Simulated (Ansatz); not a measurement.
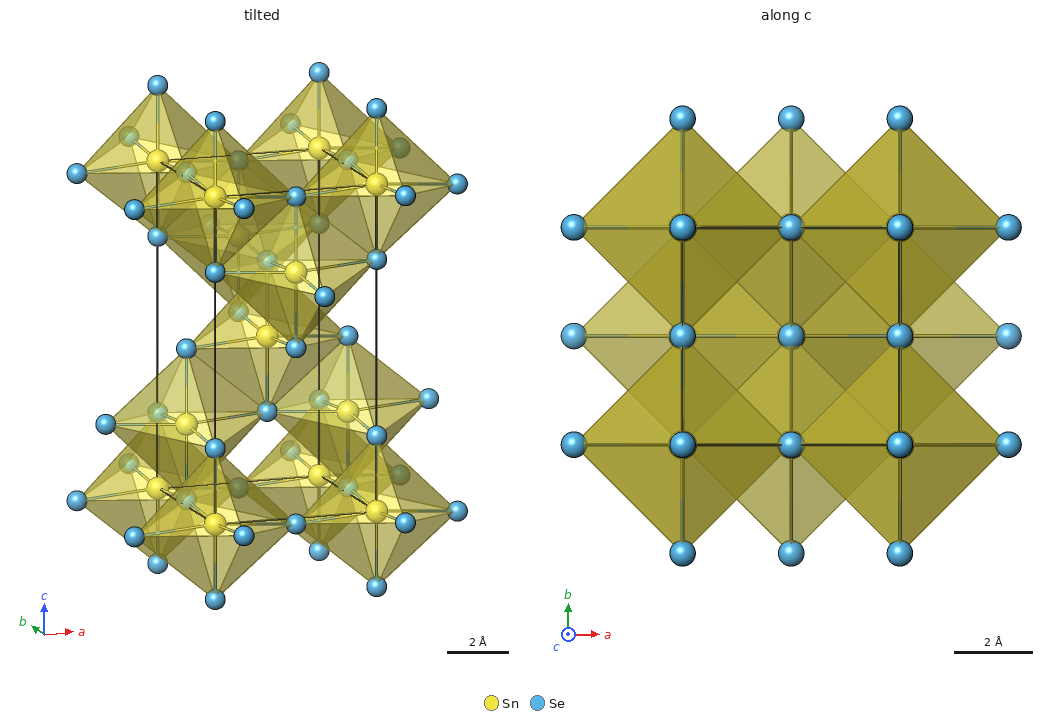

A polyhedral rendering, viewed slightly off an axis and along the c axis. The outline marks the conventional unit cell. Some neighbours outside the box are added.

SnSe2, space group I4_1/amd (No. 141), a = 5.629 Å, b = 5.629 Å, c = 11.023 Å, α = 90.00°, β = 90.00°, γ = 90.00°. It goes back to a structure type filled with these elements by a generator (whether the compound takes this form wasn't checked). Earlier steps of the study may have refined or changed the cell and positions. Ansatz was used for an electronic-structure calculation on it.

This one geometry was computed with Ansatz (DFT, plane waves, PAW) at six levels of theory: PBE with spin-orbit coupling, r2SCAN, PBE, PBE0, LDA and HSE06. It was relaxed beforehand with r2SCAN.

Q: Which level gives the highest pressure at this volume, and what does that say about its equilibrium volume?

A: Highest: PBE with spin-orbit coupling (2.0 GPa) and PBE (1.9 GPa), which points to the largest equilibrium volume. Lowest, with the smallest volume: LDA (-2.0 GPa). Levels within 0.5 GPa of each other can't be told apart.

Q: How does the band gap change with the level of theory?

A: LDA: a gap of 0.16 eV, indirect; PBE with spin-orbit coupling: a gap of 0.25 eV, indirect; PBE: a gap of 0.30 eV, indirect; r2SCAN: a gap of 0.48 eV, indirect; HSE06: a gap of 1.01 eV, indirect; PBE0: a gap of 1.67 eV, indirect.

Q: Collect the results in a table.

A:
| level | cutoff (eV) | k-mesh of the run's cell | gap (eV) | pressure (GPa) |
| --- | --- | --- | --- | --- |
| PBE with spin-orbit coupling | 420 | 6×6×6 | 0.25 | 2.0 |
| r2SCAN | 500 | 6×6×6 | 0.48 | 0.0 |
| PBE | 420 | 6×6×6 | 0.30 | 1.9 |
| PBE0 | 420 | 4×4×4 | 1.67 | -0.5 |
| LDA | 420 | 6×6×6 | 0.16 | -2.0 |
| HSE06 | 420 | 4×4×4 | 1.01 | -0.4 |

Gaps are taken on the k-mesh or band path of each run.
